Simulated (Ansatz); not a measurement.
**Zr: geometry relaxation (part 2 of 2)**

The same run, continued: Zr (slab, 16 atoms in the cell); DFT PBE+D3(BJ), scalar-relativistic, plane waves, PAW, no spin polarisation (Ansatz 0.2.0); cutoff 420 eV, 4×4×1 k-mesh, Gaussian smearing of 0.1 eV. The structure derives from an entry of the Crystallography Open Database. The input holds or restrains some coordinates. It belongs to a series of runs on one base structure; here: clean slab, lower planes held.

Geometry of the input (Å; fractional positions):
```
6.3710  0.0000  0.0000
-3.1855  5.5175  0.0000
0.0000  0.0000  23.6651
Zr 0.3333  0.1667  0.3381
Zr 0.3333  0.6667  0.3381
Zr 0.8333  0.1667  0.3381
Zr 0.8333  0.6667  0.3381
Zr 0.1667  0.3333  0.4460
Zr 0.1667  0.8333  0.4460
Zr 0.6667  0.3333  0.4460
Zr 0.6667  0.8333  0.4460
Zr 0.3333  0.1667  0.5540
Zr 0.3333  0.6667  0.5540
Zr 0.8333  0.1667  0.5540
Zr 0.8333  0.6667  0.5540
Zr 0.1667  0.3333  0.6619
Zr 0.1667  0.8333  0.6619
Zr 0.6667  0.3333  0.6619
Zr 0.6667  0.8333  0.6619
```

```
WARN: The output density's exchange-correlation potential varies sharply where the density is thin. Do not read a vacuum level from v_tot or v_xc, or from such a field of the output density. On a cell that repeats whose density bears no net charge and no dipole along the vacuum's axis use v_es (v_loc + v_h of the components); under efield.dipole_correction with no amplitude use v_es + v_field, which holds any external_charges[].barrier, or the levels of the report's work_function block, which leave it out; under a non-zero efield.amplitude the vacuum is tilted and has no level; on a cell that repeats and bears such a dipole with no correction it is tilted too, and efield.dipole_correction with no amplitude gives each side of its ramp a level where efield: is served; in a cell that repeats whose density bears a net charge (total_charge, or a fill off its count) it is curved and has none; of a slab under crystal.periodic whose density bears no net charge use v_es, which has a level on each side, short of where the two are joined; of another it falls or rises all the way out and has none; of a slab beside external_charges read slab_vacuum_level instead, which it has where they leave it neutral. The grid or the basis barely resolves most such structure, and the values can differ between equally converged runs; as a rule a tighter scf.convergence.dr2_threshold does not remove it. Where the density itself ripples (under the LDA too) a higher basis.ecutwfc lessens it. The files hold the spikes' plane waves up to the density's cutoff. Files: v_tot_of_output_density and the like, and their columns of v_z.tsv (output.write_potential); v_xc_of_output_density and the like, and their columns of v_comp_z.tsv (output.write_potential_components). Measured: with its Gaussian average of σ = 0.25 Å subtracted twice, the exchange-correlation potential is over 0.1 eV at 1210 of the grid points where the equally averaged density (valence and model cores) is under 1e-3 e/Å³, and 0.330 eV at the most among them, at an averaged density of 6.2e-8 e/Å³. The input density's (outcome.potential() and, of a run that writes arrays, v_tot and v_xc) is over 0.1 eV, so measured, at 21 points of its own thin density, 0.119 eV at the most. See output.write_potential in the manual, Limitations
SCF converged after 7 iterations
Free energy (F): -66940.672920 eV
Harris-Foulkes:  -66940.672920 eV  (|F-HF|=1.55e-8)
Internal energy: -66940.541537 eV  (E = F + TS)
E sigma→0 (E₀):  -66940.607229 eV
Entropy (-TS):   -0.131382 eV (-8.211 meV/atom)
Fermi energy:    4.004813 eV
Dipole field:    D = -0.000687 V/Å  (p = -0.003157 e·Å, saw-weighted, corrected)
Work function:   Φ+ = 4.2454 eV   Φ− = 4.2291 eV
Levels:          The Fermi level and band energies are counted from a zero that moves with the ramp; work functions are not
--- Per-component energies (eV) ---
  E_band       = -3452.668103
  E_kinetic    = 5318.280144
  E_local      = -134467.084149  (includes V_loc(G=0)·N_el)
  E_nonlocal   = 1295.688056
  E_hartree    = 64366.792010
  E_xc         = -2576.984132
  E_vxc        = -3042.065741  (∫ρ·V_xc dr)
  E_paw        = -47267.604130  (= ΣΔE_a)
  E_vpaw       = -1291.093891  (= ΣTr[D̂ρ^β])
  E_aug_tail   = 0.000398  (compensation charges beyond the density's cutoff)
  E_efield     = 0.000001  (sawtooth field / dipole correction)
  E_vefield    = 0.001464  (∫n·V_field dr)
  E_ewald      = 46396.914214
  E_disp       = -6.543951  (pairwise vdW)
  E_smearing   = -0.131382  (= −TS)
  E_closure    = -0.000000  (closes the sum)
  Σ components = -66940.672920   (vs F -66940.672920, Δ=0.00e0)
--- Forces (eV/Å), atoms counted from 1 ---
  atom   1  Zr     0.00000000     0.00000000     0.43921066
  atom   2  Zr     0.00000000     0.00000000     0.43921066
  atom   3  Zr     0.00000000     0.00000000     0.43921066
  atom   4  Zr     0.00000000     0.00000000     0.43921066
  atom   5  Zr    -0.00000000    -0.00000000    -0.44122574
  atom   6  Zr    -0.00000000    -0.00000000    -0.44122574
  atom   7  Zr    -0.00000000    -0.00000000    -0.44122574
  atom   8  Zr    -0.00000000    -0.00000000    -0.44122574
  atom   9  Zr     0.00000000     0.00000000     0.00388566
  atom  10  Zr     0.00000000     0.00000000     0.00388566
  atom  11  Zr     0.00000000     0.00000000     0.00388566
  atom  12  Zr     0.00000000     0.00000000     0.00388566
  atom  13  Zr    -0.00000000    -0.00000000    -0.00184916
  atom  14  Zr    -0.00000000    -0.00000000    -0.00184916
  atom  15  Zr    -0.00000000    -0.00000000    -0.00184916
  atom  16  Zr    -0.00000000    -0.00000000    -0.00184916
  max |Σ_I F_I| component: 8.57e-5 eV/Å
--- Band table (eV) ---
  k-point 0: bands = ["-44.9134", "-44.8665", "-44.8096", "-44.8096", "-44.8096", "-44.7571", "-44.7571", "-44.7571", "-44.5780", "-44.4935", "-44.4676", "-44.4676", "-44.4676", "-44.4158", "-44.4158", "-44.4158", "-23.2993", "-23.2993", "-23.2993", "-23.2752", "-23.2752", "-23.2752", "-23.2686", "-23.1694", "-23.1694", "-23.1694", "-23.1550", "-23.0828", "-23.0828", "-23.0828", "-22.8299", "-22.8299", "-22.8299", "-22.7494", "-22.7494", "-22.7494", "-22.6806", "-22.6806", "-22.6806", "-22.6552", "-22.6552", "-22.6552", "-22.6516", "-22.4933", "-22.4933", "-22.4789", "-22.4789", "-22.4789", "-22.4592", "-22.4592", "-22.3945", "-22.3945", "-22.3945", "-22.3735", "-22.3735", "-22.3735", "-22.2847", "-22.2847", "-22.2847", "-22.2758", "-22.2078", "-22.2078", "-22.1357", "-22.1357", "-1.2406", "-0.3776", "0.5306", "0.9359", "1.1870", "1.1870", "1.1870", "1.2843", "1.2843", "1.2843", "1.4806", "1.4806", "1.4806", "1.7189", "1.7189", "1.7189", "2.3192", "2.3192", "2.3192", "2.7039", "2.7039", "2.7039", "3.2066", "3.2066", "3.2066", "3.7795", "4.0635", "4.0922", "4.0922", "4.0922", "4.5809", "4.6786", "4.8442", "4.8442", "4.8492", "4.8492", "4.8492", "4.9206", "4.9206", "4.9712", "4.9712", "4.9712", "5.0773", "5.0773", "5.2329", "5.3914", "5.3914", "5.3914", "5.4317", "5.4317", "5.6227", "5.6227"]
  k-point 1: bands = ["-44.8983", "-44.8507", "-44.8250", "-44.8096", "-44.8096", "-44.7733", "-44.7571", "-44.7571", "-44.5624", "-44.4846", "-44.4817", "-44.4676", "-44.4676", "-44.4266", "-44.4158", "-44.4158", "-23.2396", "-23.2396", "-23.2303", "-23.2179", "-23.2179", "-23.2015", "-23.1741", "-23.1358", "-23.1260", "-23.1260", "-23.1141", "-23.0549", "-23.0549", "-23.0523", "-22.8273", "-22.8273", "-22.8192", "-22.7557", "-22.7557", "-22.7409", "-22.7409", "-22.7208", "-22.7033", "-22.7033", "-22.6978", "-22.6537", "-22.6272", "-22.6087", "-22.5502", "-22.5212", "-22.4918", "-22.4918", "-22.4886", "-22.4765", "-22.4508", "-22.4508", "-22.3681", "-22.3514", "-22.3514", "-22.3383", "-22.3372", "-22.3372", "-22.3351", "-22.2626", "-22.2557", "-22.2384", "-22.2364", "-22.1569", "-0.8045", "0.0438", "0.9599", "1.0926", "1.3278", "1.3607", "1.4786", "1.4786", "1.5770", "1.5770", "1.6361", "1.8591", "1.8591", "1.9036", "2.1148", "2.1148", "2.5110", "2.5110", "2.5220", "2.8488", "2.9185", "2.9185", "3.1911", "3.2959", "3.2959", "3.5502", "3.9390", "3.9918", "3.9918", "4.0888", "4.1514", "4.2767", "4.3527", "4.3527", "4.4595", "4.4940", "4.6040", "4.7116", "4.7116", "4.8548", "4.8548", "4.9538", "5.0188", "5.0773", "5.1213", "5.1394", "5.1772", "5.2076", "5.2076", "5.2774", "5.3434", "5.3434"]
  k-point 2: bands = ["-44.8618", "-44.8618", "-44.8122", "-44.8122", "-44.8097", "-44.8097", "-44.7572", "-44.7572", "-44.5242", "-44.5242", "-44.4677", "-44.4677", "-44.4537", "-44.4537", "-44.4157", "-44.4157", "-23.1509", "-23.1509", "-23.1492", "-23.1492", "-23.1428", "-23.1428", "-23.1031", "-23.1031", "-23.0522", "-23.0522", "-23.0369", "-23.0369", "-22.9189", "-22.9189", "-22.8964", "-22.8964", "-22.8875", "-22.8875", "-22.8420", "-22.8420", "-22.7376", "-22.7376", "-22.6750", "-22.6750", "-22.6647", "-22.6647", "-22.5879", "-22.5879", "-22.5874", "-22.5874", "-22.5630", "-22.5630", "-22.5586", "-22.5586", "-22.4699", "-22.4699", "-22.4199", "-22.4199", "-22.3922", "-22.3922", "-22.3408", "-22.3408", "-22.3033", "-22.3033", "-22.2857", "-22.2857", "-22.2094", "-22.2094", "0.2545", "0.2545", "0.9523", "0.9523", "1.7479", "1.7479", "1.9773", "1.9773", "2.0289", "2.0289", "2.0898", "2.0898", "2.1522", "2.1522", "2.7383", "2.7383", "2.9670", "2.9670", "2.9721", "2.9721", "3.1066", "3.1066", "3.3058", "3.3058", "3.3677", "3.3677", "3.3984", "3.3984", "3.6888", "3.6888", "3.7503", "3.7503", "3.8582", "3.8582", "4.0528", "4.0528", "4.2666", "4.2666", "4.3107", "4.3107", "4.3705", "4.3705", "4.6911", "4.6911", "4.8053", "4.8053", "4.8974", "4.8974", "4.9425", "4.9425", "5.4417", "5.4417"]
  k-point 3: bands = ["-44.8725", "-44.8358", "-44.8358", "-44.8235", "-44.7988", "-44.7848", "-44.7848", "-44.7457", "-44.5355", "-44.4964", "-44.4964", "-44.4619", "-44.4554", "-44.4344", "-44.4344", "-44.4083", "-23.1656", "-23.1574", "-23.1442", "-23.1212", "-23.1212", "-23.1085", "-23.1017", "-23.1017", "-23.0696", "-23.0333", "-23.0333", "-23.0229", "-23.0147", "-23.0147", "-22.9423", "-22.9313", "-22.8339", "-22.7985", "-22.7985", "-22.7926", "-22.7632", "-22.7010", "-22.6902", "-22.6902", "-22.6542", "-22.6542", "-22.6499", "-22.6187", "-22.6187", "-22.6142", "-22.5811", "-22.5531", "-22.5471", "-22.4800", "-22.4794", "-22.4794", "-22.4001", "-22.3831", "-22.3763", "-22.3763", "-22.3660", "-22.3098", "-22.3098", "-22.2894", "-22.2894", "-22.2864", "-22.2689", "-22.2138", "-0.0336", "0.7513", "1.0634", "1.0634", "1.5153", "1.5153", "1.6629", "2.0083", "2.0562", "2.0562", "2.0611", "2.1698", "2.4325", "2.4325", "2.6074", "2.7057", "2.7571", "2.8317", "2.8317", "3.0667", "3.0667", "3.1484", "3.1818", "3.1818", "3.2429", "3.3899", "3.4455", "3.5382", "3.6697", "3.6697", "3.8231", "3.8231", "3.8251", "3.9040", "3.9269", "3.9444", "4.2559", "4.2559", "4.3271", "4.3624", "4.3690", "4.5674", "4.6556", "4.6663", "4.6663", "4.6830", "4.8803", "4.8803", "5.0493", "5.3285", "5.3285", "5.5035"]
--- Relaxed structure (4 steps of the walk, 4 accepted, 0 SCFs on fresh bases) ---
  F+E_penalty+E_count = -66940.67291982 eV   max|allowed force component| = 3.886e-3 eV/Å
  atoms:
    - { symbol: Zr, position: [0.3333333333333334, 0.16666666666666663, 0.3380501393] }
    - { symbol: Zr, position: [0.3333333333333333, 0.6666666666666666, 0.3380501393] }
    - { symbol: Zr, position: [0.8333333333333333, 0.16666666666666663, 0.3380501393] }
    - { symbol: Zr, position: [0.8333333333333331, 0.6666666666666666, 0.3380501393] }
    - { symbol: Zr, position: [0.16666666666666666, 0.33333333333333337, 0.4460167131] }
    - { symbol: Zr, position: [0.16666666666666663, 0.8333333333333334, 0.4460167131] }
    - { symbol: Zr, position: [0.6666666666666666, 0.33333333333333337, 0.4460167131] }
    - { symbol: Zr, position: [0.6666666666666666, 0.8333333333333335, 0.4460167131] }
    - { symbol: Zr, position: [0.3333333333333334, 0.16666666666666663, 0.5573294284134482] }
    - { symbol: Zr, position: [0.3333333333333333, 0.6666666666666666, 0.5573294284134482] }
    - { symbol: Zr, position: [0.8333333333333333, 0.16666666666666663, 0.5573294284134482] }
    - { symbol: Zr, position: [0.8333333333333331, 0.6666666666666666, 0.5573294284134482] }
    - { symbol: Zr, position: [0.16666666666666666, 0.33333333333333337, 0.6604778287283106] }
    - { symbol: Zr, position: [0.16666666666666663, 0.8333333333333334, 0.6604778287283106] }
    - { symbol: Zr, position: [0.6666666666666666, 0.33333333333333337, 0.6604778287283106] }
    - { symbol: Zr, position: [0.6666666666666666, 0.8333333333333335, 0.6604778287283106] }
```

Trajectory as extended XYZ (Å, eV, eV/Å), 4 frames, from step=1 to step=4:
```
16
Lattice="6.3710 0.0000 0.0000 -3.1855 5.5175 0.0000 0.0000 0.0000 23.6651" Properties=species:S:1:pos:R:3:forces:R:3 step=1 energy=-66940.54668
Zr    1.5928    0.9196    8.0000    0.0000   0.0000   0.3715
Zr    0.0000    3.6783    8.0000    0.0000   0.0000   0.3715
Zr    4.7783    0.9196    8.0000    0.0000   0.0000   0.3715
Zr    3.1855    3.6783    8.0000    0.0000   0.0000   0.3715
Zr    0.0000    1.8392   10.5550    0.0000   0.0000  -0.5788
Zr   -1.5928    4.5979   10.5550    0.0000   0.0000  -0.5788
Zr    3.1855    1.8392   10.5550    0.0000   0.0000  -0.5788
Zr    1.5928    4.5979   10.5550    0.0000   0.0000  -0.5788
Zr    1.5928    0.9196   13.1101    0.0000   0.0000   0.5788
Zr    0.0000    3.6783   13.1101    0.0000   0.0000   0.5788
Zr    4.7783    0.9196   13.1101    0.0000   0.0000   0.5788
Zr    3.1855    3.6783   13.1101    0.0000   0.0000   0.5788
Zr    0.0000    1.8392   15.6651    0.0000   0.0000  -0.3715
Zr   -1.5928    4.5979   15.6651    0.0000   0.0000  -0.3715
Zr    3.1855    1.8392   15.6651    0.0000   0.0000  -0.3715
Zr    1.5928    4.5979   15.6651    0.0000   0.0000  -0.3715
16
Lattice="6.3710 0.0000 0.0000 -3.1855 5.5175 0.0000 0.0000 0.0000 23.6651" Properties=species:S:1:pos:R:3:forces:R:3 step=2 energy=-66940.58016
Zr    1.5928    0.9196    8.0000    0.0000   0.0000   0.4925
Zr    0.0000    3.6783    8.0000    0.0000   0.0000   0.4925
Zr    4.7783    0.9196    8.0000    0.0000   0.0000   0.4925
Zr    3.1855    3.6783    8.0000    0.0000   0.0000   0.4925
Zr    0.0000    1.8392   10.5550    0.0000   0.0000  -0.3365
Zr   -1.5928    4.5979   10.5550    0.0000   0.0000  -0.3365
Zr    3.1855    1.8392   10.5550    0.0000   0.0000  -0.3365
Zr    1.5928    4.5979   10.5550    0.0000   0.0000  -0.3365
Zr    1.5928    0.9196   13.2574    0.0000   0.0000  -0.5738
Zr    0.0000    3.6783   13.2574    0.0000   0.0000  -0.5738
Zr    4.7783    0.9196   13.2574    0.0000   0.0000  -0.5738
Zr    3.1855    3.6783   13.2574    0.0000   0.0000  -0.5738
Zr    0.0000    1.8392   15.6092    0.0000   0.0000   0.4180
Zr   -1.5928    4.5979   15.6092    0.0000   0.0000   0.4180
Zr    3.1855    1.8392   15.6092    0.0000   0.0000   0.4180
Zr    1.5928    4.5979   15.6092    0.0000   0.0000   0.4180
16
Lattice="6.3710 0.0000 0.0000 -3.1855 5.5175 0.0000 0.0000 0.0000 23.6651" Properties=species:S:1:pos:R:3:forces:R:3 step=3 energy=-66940.67228
Zr    1.5928    0.9196    8.0000    0.0000   0.0000   0.4375
Zr    0.0000    3.6783    8.0000    0.0000   0.0000   0.4375
Zr    4.7783    0.9196    8.0000    0.0000   0.0000   0.4375
Zr    3.1855    3.6783    8.0000    0.0000   0.0000   0.4375
Zr    0.0000    1.8392   10.5550    0.0000   0.0000  -0.4376
Zr   -1.5928    4.5979   10.5550    0.0000   0.0000  -0.4376
Zr    3.1855    1.8392   10.5550    0.0000   0.0000  -0.4376
Zr    1.5928    4.5979   10.5550    0.0000   0.0000  -0.4376
Zr    1.5928    0.9196   13.1888    0.0000   0.0000   0.0368
Zr    0.0000    3.6783   13.1888    0.0000   0.0000   0.0368
Zr    4.7783    0.9196   13.1888    0.0000   0.0000   0.0368
Zr    3.1855    3.6783   13.1888    0.0000   0.0000   0.0368
Zr    0.0000    1.8392   15.6379    0.0000   0.0000  -0.0367
Zr   -1.5928    4.5979   15.6379    0.0000   0.0000  -0.0367
Zr    3.1855    1.8392   15.6379    0.0000   0.0000  -0.0367
Zr    1.5928    4.5979   15.6379    0.0000   0.0000  -0.0367
16
Lattice="6.3710 0.0000 0.0000 -3.1855 5.5175 0.0000 0.0000 0.0000 23.6651" Properties=species:S:1:pos:R:3:forces:R:3 step=4 energy=-66940.67292
Zr    1.5928    0.9196    8.0000    0.0000   0.0000   0.4392
Zr    0.0000    3.6783    8.0000    0.0000   0.0000   0.4392
Zr    4.7783    0.9196    8.0000    0.0000   0.0000   0.4392
Zr    3.1855    3.6783    8.0000    0.0000   0.0000   0.4392
Zr    0.0000    1.8392   10.5550    0.0000   0.0000  -0.4412
Zr   -1.5928    4.5979   10.5550    0.0000   0.0000  -0.4412
Zr    3.1855    1.8392   10.5550    0.0000   0.0000  -0.4412
Zr    1.5928    4.5979   10.5550    0.0000   0.0000  -0.4412
Zr    1.5928    0.9196   13.1893    0.0000   0.0000   0.0039
Zr    0.0000    3.6783   13.1893    0.0000   0.0000   0.0039
Zr    4.7783    0.9196   13.1893    0.0000   0.0000   0.0039
Zr    3.1855    3.6783   13.1893    0.0000   0.0000   0.0039
Zr    0.0000    1.8392   15.6303    0.0000   0.0000  -0.0018
Zr   -1.5928    4.5979   15.6303    0.0000   0.0000  -0.0018
Zr    3.1855    1.8392   15.6303    0.0000   0.0000  -0.0018
Zr    1.5928    4.5979   15.6303    0.0000   0.0000  -0.0018
```

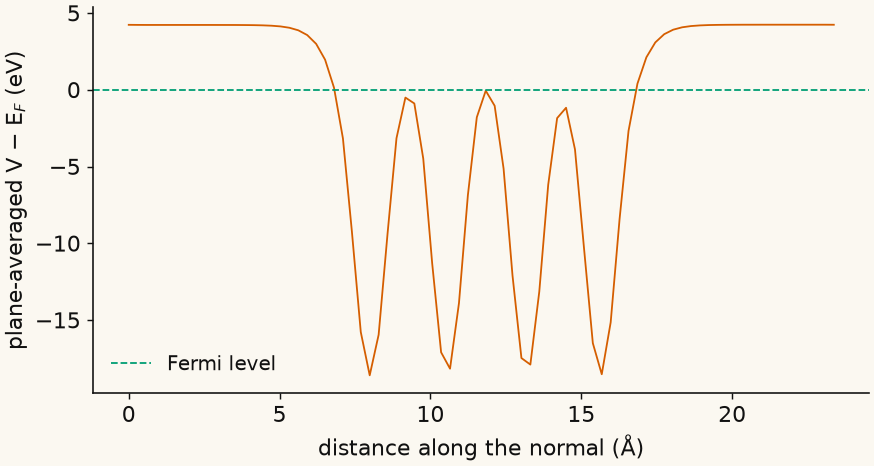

Figure 1. Plane average of the electrostatic potential energy of an electron across the cell, from the Fermi level. The vacuum level lies 4.25 eV above the Fermi level.

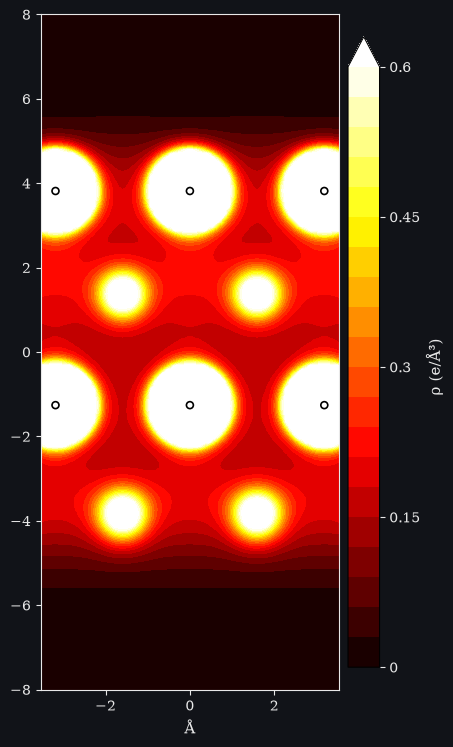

Figure 2. Valence pseudo-density on the (100) plane of the calculation cell, a cut from vacuum to vacuum. Circles mark the nuclei in the plane (Zr). The plane passes through Zr nuclei. Zr–Zr (3.19 Å): ρ is about 0.17 e/Å³ halfway. The density dies away to nearly zero in the vacuum. Core electrons are frozen (PAW), so the fields are smoothed inside the atomic spheres.
